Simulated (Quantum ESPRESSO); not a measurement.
# FeGe: magnetism against biaxial strain

How does biaxial strain change the magnetic state of FeGe?

Main program and level: Quantum ESPRESSO 7.5; PBE; plane waves with GBRV 1.5 PBE potentials, no spin-orbit coupling.

The database entry behind the starting cell differs from later determinations by our own check (about 0.2 % short), so it need not match the best structure at ambient conditions.

**1. Starting point**

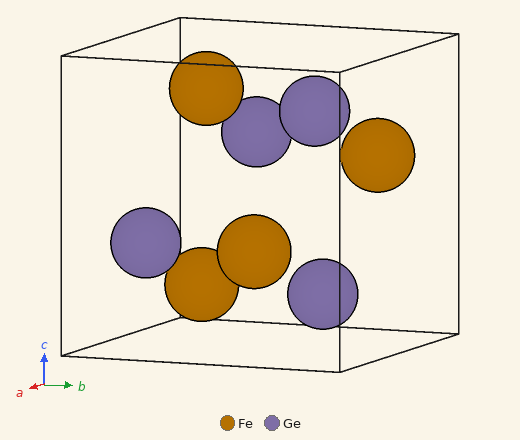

The cell as given, slightly off an axis (iron orange, germanium purple).

The cell comes from the Crystallography Open Database.

**2. Biaxial 0.96, ferro ++++**

Lengths in the Cartesian xy plane scale by the factor; z is kept. Atoms keep their fractional places. Seeded atoms are those given a starting moment.

File pw.in:

```
&CONTROL
  calculation = 'scf'
  prefix = 'pwscf'
  outdir = './tmp'
  pseudo_dir = './pseudo'
  disk_io = 'nowf'
  tprnfor = .true.
  tstress = .true.
/
&SYSTEM
  ibrav = 0
  celldm(1) = 8
  nat = 8
  ntyp = 2
  ecutwfc = 40
  ecutrho = 280
  nbnd = 80
  occupations = 'smearing'
  smearing = 'fd'
  degauss = 0.00367493
  nspin = 2
  starting_magnetization(1) = 0.175
  starting_magnetization(2) = 0
/
&ELECTRONS
  conv_thr = 1.6d-08
  electron_maxstep = 150
  mixing_beta = 0.3
/
ATOMIC_SPECIES
Fe     55.8450 fe_pbe_v1.5.uspp.F.UPF
Ge     72.6300 ge_pbe_v1.4.uspp.F.UPF
CELL_PARAMETERS alat
   1.0633110958044    0.0000000000000    0.0000000000000
   0.0000000000000    1.0633110958044    0.0000000000000
   0.0000000000000    0.0000000000000    1.1076157247963
ATOMIC_POSITIONS crystal
Fe      0.1350000000    0.1350000000    0.1350000000
Fe      0.3650000000    0.8650000000    0.6350000000
Fe      0.6350000000    0.3650000000    0.8650000000
Fe      0.8650000000    0.6350000000    0.3650000000
Ge      0.8420000000    0.8420000000    0.8420000000
Ge      0.6580000000    0.1580000000    0.3420000000
Ge      0.3420000000    0.6580000000    0.1580000000
Ge      0.1580000000    0.3420000000    0.6580000000
K_POINTS automatic
6 6 6 0 0 0
```

Launch:

```console
OMP_NUM_THREADS=1 mpirun -n 4 pw.x -nk 4 -in pw.in > pw.out
```

Output:

```text
Program PWSCF v.7.5 starts

     Message from routine setup:
     using ibrav=0 with symmetry is DISCOURAGED, use correct ibrav instead

     K-points division:     npool     =       4
     Subspace diagonalization in iterative solution of the eigenvalue problem:

     bravais-lattice index     =            0
     lattice parameter (alat)  =       8.0000  a.u.
     unit-cell volume          =     641.1797 (a.u.)^3
     number of atoms/cell      =            8
     number of atomic types    =            2
     number of electrons       =       120.00
     number of Kohn-Sham states=           80
     kinetic-energy cutoff     =      40.0000  Ry
     charge density cutoff     =     280.0000  Ry
     scf convergence threshold =      1.6E-08
     mixing beta               =       0.3000
     number of iterations used =            8  plain     mixing
     Exchange-correlation=  SLA  PW   PBX  PBC
                           (   1   4   3   4   0   0   0)

     celldm(1)=   8.000000  celldm(2)=   0.000000  celldm(3)=   0.000000
     celldm(4)=   0.000000  celldm(5)=   0.000000  celldm(6)=   0.000000

     crystal axes: (cart. coord. in units of alat)
               a(1) = (   1.063311   0.000000   0.000000 )
               a(2) = (   0.000000   1.063311   0.000000 )
               a(3) = (   0.000000   0.000000   1.107616 )

     reciprocal axes: (cart. coord. in units 2 pi/alat)
               b(1) = (  0.940459  0.000000  0.000000 )
               b(2) = (  0.000000  0.940459  0.000000 )
               b(3) = (  0.000000  0.000000  0.902840 )

     PseudoPot. # 1 for Fe read from file:
     fe_pbe_v1.5.uspp.F.UPF
     Pseudo is Ultrasoft + core correction, Zval = 16.0

     PseudoPot. # 2 for Ge read from file:
     ge_pbe_v1.4.uspp.F.UPF
     Pseudo is Ultrasoft + core correction, Zval = 14.0

     atomic species   valence    mass     pseudopotential
     Fe               16.00    55.84500     Fe( 1.00)
     Ge               14.00    72.63000     Ge( 1.00)

     Starting magnetic structure
     atomic species   magnetization
     Fe              0.175
     Ge              0.000

      4 Sym. Ops. (no inversion) found ( 3 have fractional translation)

   Cartesian axes

     site n.     atom                  positions (alat units)
         1        Fe     tau(   1) = (   0.1435470   0.1435470   0.1495281  )
         2        Fe     tau(   2) = (   0.3881085   0.9197641   0.7033360  )
         3        Fe     tau(   3) = (   0.6752025   0.3881085   0.9580876  )
         4        Fe     tau(   4) = (   0.9197641   0.6752025   0.4042797  )
         5        Ge     tau(   5) = (   0.8953079   0.8953079   0.9326124  )
         6        Ge     tau(   6) = (   0.6996587   0.1680032   0.3788046  )
         7        Ge     tau(   7) = (   0.3636524   0.6996587   0.1750033  )
         8        Ge     tau(   8) = (   0.1680032   0.3636524   0.7288111  )

     number of k points=    64  Fermi-Dirac smearing, width (Ry)=  0.0037
                       cart. coord. in units 2pi/alat
        k(    1) = (   0.0000000   0.0000000   0.0000000), wk =   0.0046296
        k(    2) = (   0.0000000   0.0000000   0.1504734), wk =   0.0092593
        k(    3) = (   0.0000000   0.0000000   0.3009467), wk =   0.0092593
        k(    4) = (   0.0000000   0.0000000  -0.4514201), wk =   0.0046296
        k(    5) = (   0.0000000   0.1567431   0.0000000), wk =   0.0092593
        [... 59 further k-points ...]

     Dense  grid:    50735 G-vectors     FFT dimensions: (  48,  48,  48)

     Smooth grid:    21959 G-vectors     FFT dimensions: (  36,  36,  36)

     Check: negative core charge=   -0.000033
     Generating pointlists ...
     new r_m :   0.2257 (alat units)  1.8058 (a.u.) for type    1
     new r_m :   0.2257 (alat units)  1.8058 (a.u.) for type    2

     Initial potential from superposition of free atoms

     starting charge     115.9965, renormalised to     120.0000
     Starting wfcs are   88 randomized atomic wfcs

     Self-consistent Calculation

     iteration #  1     ecut=    40.00 Ry     beta= 0.30
     Davidson diagonalization with overlap
     ethr =  1.00E-02,  avg # of iterations =  3.9

     total energy              =   -1855.77716004 Ry
     estimated scf accuracy    <       3.21489981 Ry

     total magnetization       =     5.33 Bohr mag/cell
     absolute magnetization    =     6.77 Bohr mag/cell

     iteration #  2     ecut=    40.00 Ry     beta= 0.30
     Davidson diagonalization with overlap
     ethr =  2.68E-03,  avg # of iterations =  2.0

     total energy              =   -1855.84595223 Ry
     estimated scf accuracy    <       1.03741196 Ry

     total magnetization       =     5.78 Bohr mag/cell
     absolute magnetization    =     7.18 Bohr mag/cell

     [... further iterations left out ...]

     iteration # 12     ecut=    40.00 Ry     beta= 0.30
     Davidson diagonalization with overlap
     ethr =  1.33E-10,  avg # of iterations =  2.2

     total energy              =   -1856.01355354 Ry
     estimated scf accuracy    <       0.00000007 Ry

     total magnetization       =     4.00 Bohr mag/cell
     absolute magnetization    =     4.91 Bohr mag/cell

     iteration # 13     ecut=    40.00 Ry     beta= 0.30
     Davidson diagonalization with overlap
     ethr =  5.82E-11,  avg # of iterations =  2.0

     Magnetic moment per site  (integrated on atomic sphere of radius R)
     atom   1 (R=0.226)  charge= 14.2023  magn=  1.0877
     atom   2 (R=0.226)  charge= 14.2023  magn=  1.0877
     atom   3 (R=0.226)  charge= 14.2023  magn=  1.0877
     atom   4 (R=0.226)  charge= 14.2023  magn=  1.0877
     atom   5 (R=0.226)  charge= 11.5947  magn= -0.0453
     atom   6 (R=0.226)  charge= 11.5947  magn= -0.0453
     atom   7 (R=0.226)  charge= 11.5947  magn= -0.0453
     atom   8 (R=0.226)  charge= 11.5947  magn= -0.0453

     End of self-consistent calculation

     Number of k-points >= 100: set verbosity='high' to print the bands.

     the Fermi energy is    18.1859 ev

!    total energy              =   -1856.01355363 Ry
     estimated scf accuracy    <          4.4E-09 Ry
     smearing contrib. (-TS)   =      -0.00373071 Ry
     internal energy E=F+TS    =   -1856.00982292 Ry

     The total energy is F=E-TS. E is the sum of the following terms:
     one-electron contribution =    -828.93578999 Ry
     hartree contribution      =     525.01014502 Ry
     xc contribution           =    -351.16323549 Ry
     ewald contribution        =   -1200.92094246 Ry

     total magnetization       =     4.00 Bohr mag/cell
     absolute magnetization    =     4.91 Bohr mag/cell

     convergence has been achieved in  13 iterations

     Forces acting on atoms (cartesian axes, Ry/au):

     atom    1 type  1   force =     0.00612195    0.01149573   -0.00038880
     atom    2 type  1   force =    -0.00612195   -0.01149573   -0.00038880
     atom    3 type  1   force =     0.00612195   -0.01149573    0.00038880
     atom    4 type  1   force =    -0.00612195    0.01149573    0.00038880
     atom    5 type  2   force =     0.00322946    0.00254787   -0.00235121
     atom    6 type  2   force =    -0.00322946   -0.00254787   -0.00235121
     atom    7 type  2   force =     0.00322946   -0.00254787    0.00235121
     atom    8 type  2   force =    -0.00322946    0.00254787    0.00235121

     Total force =     0.027729     Total SCF correction =     0.000194

     Computing stress (Cartesian axis) and pressure

          total   stress  (Ry/bohr**3)                   (kbar)     P=      134.52
   0.00108471   0.00000000   0.00000000          159.57        0.00        0.00
   0.00000000   0.00109070   0.00000000            0.00      160.45        0.00
   0.00000000   0.00000000   0.00056799            0.00        0.00       83.55

=------------------------------------------------------------------------------=
   JOB DONE.
=------------------------------------------------------------------------------=
```

It took 2.7 min on 4 MPI ranks of Arm Neoverse V2, shared host; peak memory 0.83 GiB.

Spin moment in the atom's sphere by atom:

| atom | spin moment in the atom's sphere (μB) |
| --- | --- |
| Fe1 | 1.09 |
| Fe2 | 1.09 |
| Fe3 | 1.09 |
| Fe4 | 1.09 |
| Ge5 | -0.05 |
| Ge6 | -0.05 |
| Ge7 | -0.05 |
| Ge8 | -0.05 |

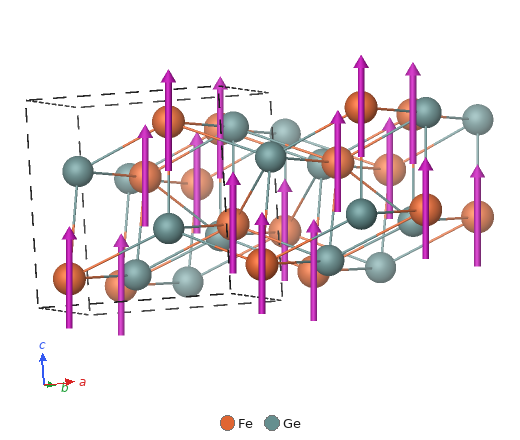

Spin moment in the atom's sphere as arrows, the longest 1.09 μB. Up and down stand for the sign. Arrows give size and sign along the axis of quantisation, drawn up and down the page. 2×2×1 cells are drawn.

Numbers from this step:

* smearing term TS: 0.05076 eV
* pressure: 13.45 GPa
* magnetization: 4.003 μB
* absolute magnetization: 4.912 μB
* final state: ferromagnetic

**3. Biaxial 0.96, antiferro ++--**

pw.in, as its differences from that of step 2:

```diff
@@ -13,6 +13,6 @@
   nat = 8
-  ntyp = 2
+  ntyp = 3
   ecutwfc = 40
   ecutrho = 280
-  nbnd = 80
+  nbnd = 74
   occupations = 'smearing'
@@ -22,3 +22,4 @@
   starting_magnetization(1) = 0.175
-  starting_magnetization(2) = 0
+  starting_magnetization(2) = -0.175
+  starting_magnetization(3) = 0
 /
@@ -30,3 +31,4 @@
 ATOMIC_SPECIES
-Fe     55.8450 fe_pbe_v1.5.uspp.F.UPF
+Fe1    55.8450 fe_pbe_v1.5.uspp.F.UPF
+Fe2    55.8450 fe_pbe_v1.5.uspp.F.UPF
 Ge     72.6300 ge_pbe_v1.4.uspp.F.UPF
@@ -37,6 +39,6 @@
 ATOMIC_POSITIONS crystal
-Fe      0.1350000000    0.1350000000    0.1350000000
-Fe      0.3650000000    0.8650000000    0.6350000000
-Fe      0.6350000000    0.3650000000    0.8650000000
-Fe      0.8650000000    0.6350000000    0.3650000000
+Fe1     0.1350000000    0.1350000000    0.1350000000
+Fe1     0.3650000000    0.8650000000    0.6350000000
+Fe2     0.6350000000    0.3650000000    0.8650000000
+Fe2     0.8650000000    0.6350000000    0.3650000000
 Ge      0.8420000000    0.8420000000    0.8420000000
```

Output:

```text
     [... lines left out ...]
Program PWSCF v.7.5 starts
     [... lines left out ...]
     number of atoms/cell      =            8
     [... lines left out ...]
     number of electrons       =       120.00
     number of Kohn-Sham states=           74
     kinetic-energy cutoff     =      40.0000  Ry
     charge density cutoff     =     280.0000  Ry
     scf convergence threshold =      1.6E-08
     [... lines left out ...]
      2 Sym. Ops. (no inversion) found ( 1 have fractional translation)
     [... lines left out ...]
     number of k points=    80  Fermi-Dirac smearing, width (Ry)=  0.0037
     [... lines left out ...]
     iteration # 24     ecut=    40.00 Ry     beta= 0.30
     [... lines left out ...]
     Magnetic moment per site  (integrated on atomic sphere of radius R)
     atom   1 (R=0.226)  charge= 14.2064  magn=  0.0014
     atom   2 (R=0.226)  charge= 14.2064  magn=  0.0014
     atom   3 (R=0.226)  charge= 14.2065  magn=  0.0010
     atom   4 (R=0.226)  charge= 14.2065  magn=  0.0010
     atom   5 (R=0.226)  charge= 11.5905  magn= -0.0001
     atom   6 (R=0.226)  charge= 11.5905  magn= -0.0001
     atom   7 (R=0.226)  charge= 11.5905  magn= -0.0001
     atom   8 (R=0.226)  charge= 11.5905  magn= -0.0001
     [... lines left out ...]
     the Fermi energy is    18.1297 ev
!    total energy              =   -1856.00473521 Ry
     estimated scf accuracy    <          5.8E-09 Ry
     smearing contrib. (-TS)   =      -0.00448346 Ry
     [... lines left out ...]
     total magnetization       =     0.00 Bohr mag/cell
     absolute magnetization    =     0.01 Bohr mag/cell
     convergence has been achieved in  24 iterations
     [... lines left out ...]
     Total force =     0.029063     Total SCF correction =     0.000125
     [... lines left out ...]
          total   stress  (Ry/bohr**3)                   (kbar)     P=      103.53
     [... lines left out ...]
```

Run time: 5.8 min. Hardware: 4 MPI ranks; peak memory 0.96 GiB; 23 min of CPU time.

Spin moment in the atom's sphere by atom:

| atom | spin moment in the atom's sphere (μB) |
| --- | --- |
| Fe1 | 0.0014 |
| Fe2 | 0.0014 |
| Fe3 | 0.0010 |
| Fe4 | 0.0010 |
| Ge5 | -0.0001 |
| Ge6 | -0.0001 |
| Ge7 | -0.0001 |
| Ge8 | -0.0001 |

This step gave:

```
smearing term TS       : 0.06100 eV
pressure               : 10.35 GPa
magnetization          : 0 μB
absolute magnetization : 0.006 μB
final state            : non-magnetic
```

**4. Biaxial 0.96, no spin polarisation**

File pw.in:

```
&CONTROL
  calculation = 'scf'
  prefix = 'pwscf'
  outdir = './tmp'
  pseudo_dir = './pseudo'
  disk_io = 'nowf'
  tprnfor = .true.
  tstress = .true.
/
&SYSTEM
  ibrav = 0
  celldm(1) = 8
  nat = 8
  ntyp = 2
  ecutwfc = 40
  ecutrho = 280
  nbnd = 74
  occupations = 'smearing'
  smearing = 'fd'
  degauss = 0.00367493
/
&ELECTRONS
  conv_thr = 1.6d-08
  electron_maxstep = 150
  mixing_beta = 0.3
/
ATOMIC_SPECIES
Fe     55.8450 fe_pbe_v1.5.uspp.F.UPF
Ge     72.6300 ge_pbe_v1.4.uspp.F.UPF
CELL_PARAMETERS alat
   1.0633110958044    0.0000000000000    0.0000000000000
   0.0000000000000    1.0633110958044    0.0000000000000
   0.0000000000000    0.0000000000000    1.1076157247963
ATOMIC_POSITIONS crystal
Fe      0.1350000000    0.1350000000    0.1350000000
Fe      0.3650000000    0.8650000000    0.6350000000
Fe      0.6350000000    0.3650000000    0.8650000000
Fe      0.8650000000    0.6350000000    0.3650000000
Ge      0.8420000000    0.8420000000    0.8420000000
Ge      0.6580000000    0.1580000000    0.3420000000
Ge      0.3420000000    0.6580000000    0.1580000000
Ge      0.1580000000    0.3420000000    0.6580000000
K_POINTS automatic
6 6 6 0 0 0
```

Output:

```text
     [... lines left out ...]
Program PWSCF v.7.5 starts
     [... lines left out ...]
     number of atoms/cell      =            8
     [... lines left out ...]
     number of electrons       =       120.00
     number of Kohn-Sham states=           74
     kinetic-energy cutoff     =      40.0000  Ry
     charge density cutoff     =     280.0000  Ry
     scf convergence threshold =      1.6E-08
     [... lines left out ...]
      4 Sym. Ops. (no inversion) found ( 3 have fractional translation)
     [... lines left out ...]
     number of k points=    64  Fermi-Dirac smearing, width (Ry)=  0.0037
     [... lines left out ...]
     iteration # 11     ecut=    40.00 Ry     beta= 0.30
     [... lines left out ...]
     the Fermi energy is    18.1296 ev
!    total energy              =   -1856.00475621 Ry
     estimated scf accuracy    <       0.00000001 Ry
     smearing contrib. (-TS)   =      -0.00448399 Ry
     [... lines left out ...]
     convergence has been achieved in  11 iterations
     [... lines left out ...]
     Total force =     0.029124     Total SCF correction =     0.000090
     [... lines left out ...]
          total   stress  (Ry/bohr**3)                   (kbar)     P=      104.92
     [... lines left out ...]
```

Elapsed: 67 s, on 4 MPI ranks; peak memory 0.65 GiB; 4.4 min of CPU time.

Read from the output:

- smearing term TS: 0.06101 eV
- pressure: 10.49 GPa
- final state: non-magnetic (no spin polarisation)

(Part 1 of 2 ends here.)

[Logs and program files are shortened in this print: banners, set-up blocks, solver, clock and traceback lines can be left out without a mark of their own.]

[Logs are printed without paths, hosts, clocks, repeated set-up lines and the standing remarks that a program may print on its own settings, such as how far it seeks lower states.]

[Hosts, paths, dates, database ids (printed as entryN), source tags and the programs' standing remarks are cut or masked in the printed files.]

[Where a cell is said to come from a database of computed structures, the database is the Materials Project.]
